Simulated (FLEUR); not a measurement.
**HgTe: 5 runs along one coordinate**

System: HgTe (2 atoms in the cell).
Method: Kohn-Sham DFT of a periodic cell, WC, all-electron, no spin polarisation (FLEUR MaX-R8.1 (later development tree)).

The 5 runs differ only in the geometry, by an even scaling of the cell at fixed fractional positions. The structure derives from an entry of the Crystallography Open Database.

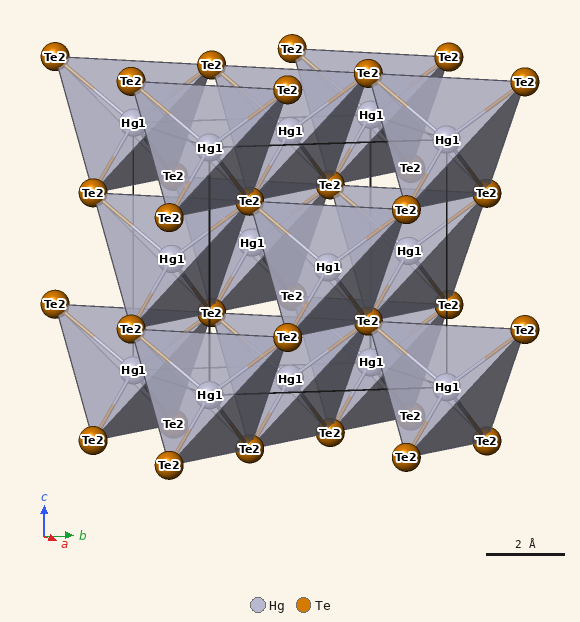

Figure 1. The structure of run 3 (polyhedral view of the cell 4 times as large as that of the calculation, set on its symmetry axes, seen slightly off an axis; polyhedra are completed across the faces of the cell; atoms are numbered from 1 in the order of the input).

### Input of run 3
```
<?xml version="1.0" encoding="UTF-8" standalone="no"?>
<fleurInput fleurInputVersion="0.39">
   <comment>
      HgTe                                                                                                
   </comment>
   <calculationSetup>
      <cutoffs Kmax="4.26" Gmax="13.2" GmaxXC="13.2" numbands="0"/>
      <scfLoop itmax="60" minDistance="0.00001" maxIterBroyd="15" imix="Anderson" alpha="0.05" precondParam="0.0" spinf="2.0" sdNocoIR="T"/>
      <coreElectrons ctail="T" frcor="F" kcrel="0" coretail_lmax="0"/>
      <xcFunctional name="wc" relativisticCorrections="F"/>
      <magnetism jspins="1"/>
      <soc l_soc="F" theta="0.0" phi="0.0" spav="F"/>
      <expertModes spex="0" secvar="F"/>
      <geometryOptimization l_f="F" forcealpha="1.0" forcemix="BFGS" epsdisp="0.00001" epsforce="0.00001"/>
      <ldaU l_linMix="F" mixParam="0.05" spinf="1.0"/>
   </calculationSetup>
   <cell>
      <bzIntegration valenceElectrons="42.0" mode="hist" fermiSmearingEnergy="0.00183747">
         <kPointListSelection listName="default-1"/>
         <!-- k-points included here -->
         <xi:include xmlns:xi="http://www.w3.org/2001/XInclude" href="kpts.xml"> </xi:include>
      </bzIntegration>
      <!-- symmetry operations included here -->
      <xi:include xmlns:xi="http://www.w3.org/2001/XInclude" href="sym.xml"> </xi:include>
      <bulkLattice scale="1.0000000000">
         <bravaisMatrix>
            <row-1>    0.0000000000000000     6.0745246275267002     6.0745246275267002</row-1>
            <row-2>    6.0745246275267002     0.0000000000000000     6.0745246275267002</row-2>
            <row-3>    6.0745246275267002     6.0745246275267002     0.0000000000000000</row-3>
         </bravaisMatrix>
      </bulkLattice>
   </cell>
   <atomSpecies>
      <species name="Mercury (Hg)" element="Hg" atomicNumber="80">
         <mtSphere radius="2.3" gridPoints="783" logIncrement="0.017"/>
         <atomicCutoffs lmax="9" lnonsphr="7"/>
         <electronConfig flipSpins="F">
            <coreConfig>(1s1/2) (2s1/2) (2p1/2) (2p3/2) (3s1/2) (3p1/2) (3p3/2) (4s1/2) (3d3/2) (3d5/2) (4p1/2) (4p3/2) (4d3/2) (4d5/2) (4f5/2) (4f7/2)</coreConfig>
            <valenceConfig>(5s1/2) (5p1/2) (5p3/2) (6s1/2) (5d3/2) (5d5/2)</valenceConfig>
         </electronConfig>
         <energyParameters s="6" p="6" d="5" f="5"/>
         <lo type="SCLO" l="0" n="5" eDeriv="0"/>
         <lo type="SCLO" l="1" n="5" eDeriv="0"/>
         <lo type="SCLO" l="1" n="5" eDeriv="1"/>
         <lo type="SCLO" l="2" n="5" eDeriv="2"/>
         <lo type="SCLO" l="3" n="5" eDeriv="2"/>
      </species>
      <species name="Tellurium (Te)" element="Te" atomicNumber="52">
         <mtSphere radius="2.43" gridPoints="829" logIncrement="0.016"/>
         <atomicCutoffs lmax="10" lnonsphr="8"/>
         <electronConfig flipSpins="F">
            <coreConfig>(1s1/2) (2s1/2) (2p1/2) (2p3/2) (3s1/2) (3p1/2) (3p3/2) (4s1/2) (3d3/2) (3d5/2)</coreConfig>
            <valenceConfig>(4p1/2) (4p3/2) (5s1/2) (4d3/2) (4d5/2) (5p1/2) (5p3/2)</valenceConfig>
            <stateOccupation state="(5p1/2)" spinUp="0.666667" spinDown="0.666667"/>
            <stateOccupation state="(5p3/2)" spinUp="1.333333" spinDown="1.333333"/>
         </electronConfig>
         <energyParameters s="5" p="5" d="5" f="4"/>
         <lo type="SCLO" l="1" n="4" eDeriv="0"/>
         <lo type="SCLO" l="1" n="4" eDeriv="1"/>
         <lo type="SCLO" l="2" n="4" eDeriv="0"/>
         <lo type="SCLO" l="2" n="4" eDeriv="1"/>
         <lo type="SCLO" l="0" n="5" eDeriv="2"/>
         <lo type="SCLO" l="3" n="4" eDeriv="2"/>
      </species>
   </atomSpecies>
   <atomGroups>
      <atomGroup species="Mercury (Hg)">
         <relPos label="                   1">.0000000000 .0000000000 .0000000000</relPos>
         <force calculate="T" relaxXYZ="TTT"/>
      </atomGroup>
      <atomGroup species="Tellurium (Te)">
         <relPos label="                   2">-1.000/4.000 -1.000/4.000 -1.000/4.000</relPos>
         <force calculate="T" relaxXYZ="TTT"/>
      </atomGroup>
   </atomGroups>
   <output dos="F" band="F" slice="F">
      <checks vchk="F" cdinf="F"/>
      <bandDOS minEnergy="-.5*Htr" maxEnergy="0.5*Htr" sigma="0.015" storeEVData="T"/>
      <vacuumDOS vacdos="F" integ="F" star="F" nstars="0" locx1="0.0" locy1="0.0" locx2="0.0" locy2="0.0" nstm="0" tworkf="0.0"/>
      <unfoldingBand unfoldBand="F" supercellX="1" supercellY="1" supercellZ="1"/>
      <plotting iplot="0" polar="F">
         <plot TwoD="T" vec1="  1.0  0.0  0.0" vec2="  0.0  1.0  0.0" vec3="  0.0  0.0  1.0" zero="  0.0  0.0  0.0" file="plot"/>
      </plotting>
      <chargeDensitySlicing numkpt="0" minEigenval="0.0" maxEigenval="0.0" nnne="0" pallst="F"/>
      <specialOutput eonly="F"/>
      <moessbauerParams electricFieldGradient="T" isomerShift="T" coreHyperfine="T" valenceHyperfine="T"/>
      <magneticCircularDichroism mcd="F" energyLo="-10.0" energyUp="0.0"/>
   </output>
  <!-- We include the file relax.xml here to enable relaxations (see documentation) -->
  <xi:include xmlns:xi="http://www.w3.org/2001/XInclude" href="relax.xml"> <xi:fallback/> </xi:include>
</fleurInput>
```

Command:
```bash
inpgen -f crystal.txt -profile fastHighL; fleur_MPI
```

Lattice vectors (Å) and fractional positions of run 3:
```
   0.000000    3.214500    3.214500
   3.214500    0.000000    3.214500
   3.214500    3.214500    0.000000
Hg  0.000000  0.000000  0.000000
Te  0.750000  0.750000  0.750000
```

Run 4 has the same physical settings and fractional positions; its lattice vectors (Å) are:
```
   0.000000    3.256801    3.256801
   3.256801    0.000000    3.256801
   3.256801    3.256801    0.000000
```

### Results, with one run withheld

| run | volume per atom (Å³) | free energy per atom, from the lowest run given (meV) |
| --- | --- | --- |
| 1 | 31.223 | 52.66 |
| 2 | 31.887 | 32.20 |
| 3 | 33.215 | 6.74 |
| 4 | 34.544 | ? |
| 5 | 35.208 | 0.00 |

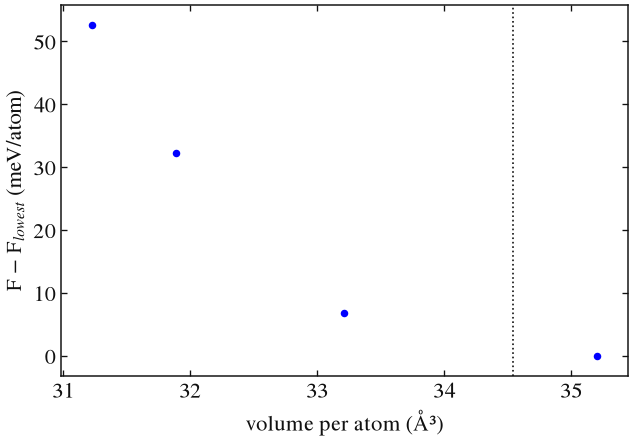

Figure 2. Free energy per atom of the runs given; the dotted line marks run 4.

Fit the runs given and predict run 4.

A quadratic polynomial in V^(−2/3) (the Birch–Murnaghan form), fitted to the 4 runs given, misses them by at most 0.04 meV per atom. With x = V^(−2/3) − 0.09754 Å⁻², it reads F = 12.234 + 8167.4 x + 1.2179e+06 x² (meV per atom). At run 4 it gives −1.45 meV per atom, and the run itself gives −1.37. The fit has its minimum at 34.595 Å³ per atom, where V d²F/dV² gives 44.5 GPa: the bulk modulus at this level, since symmetry fixes the shape and the positions.

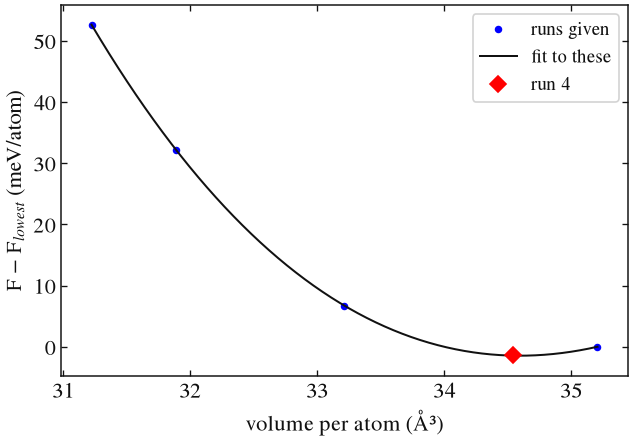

Figure 3. The fit and the withheld run.

### Output (run 4)
```
Welcome to FLEUR        (www.flapw.de)
      MaX-Release 8.1          (www.max-centre.eu)

 ========== k-point set info ==========
 Selected k-point list: default-1
 k-point list type: mesh
 7 x 7 x 7
 Number of k points: 20

 ------------Calculation Setup---------------------------
 Number of MPI-tasks      :            1
 Number of PE/node        :            1
 Number of OMP-threads    :            1
 Most efficient MPI parallelization for:
           1           2           4           5          10          20
 Additional eigenvalue parallelization possible
 Number of basis functions:          704
 Approximate size of matrices (H+S) per k-point:         0.015 GB
 --------------------------------------------------------

 Iteration:     1   Distance:       8.68177076 me/bohr^3

 Iteration:     2   Distance:       8.01152753 me/bohr^3

 Iteration:     3   Distance:       4.05427233 me/bohr^3

 Iteration:     4   Distance:       1.15353018 me/bohr^3

 Iteration:     5   Distance:       0.91380781 me/bohr^3

 Iteration:     6   Distance:       0.11918325 me/bohr^3

 Iteration:     7   Distance:       0.06684348 me/bohr^3

 Iteration:     8   Distance:       0.02758478 me/bohr^3

 Iteration:     9   Distance:       0.00409706 me/bohr^3

 Iteration:    10   Distance:       0.00263082 me/bohr^3

 Iteration:    11   Distance:       0.00086510 me/bohr^3

 Iteration:    12   Distance:       0.00014967 me/bohr^3

 Iteration:    13   Distance:       0.00007433 me/bohr^3

 Iteration:    14   Distance:       0.00001764 me/bohr^3

 Iteration:    15   Distance:       0.00000256 me/bohr^3

 ********************************************************************
 Run finished successfully
 Stop message:
   all done
 ********************************************************************
```

Notes: Spin–orbit coupling is left out, which matters for Hg.
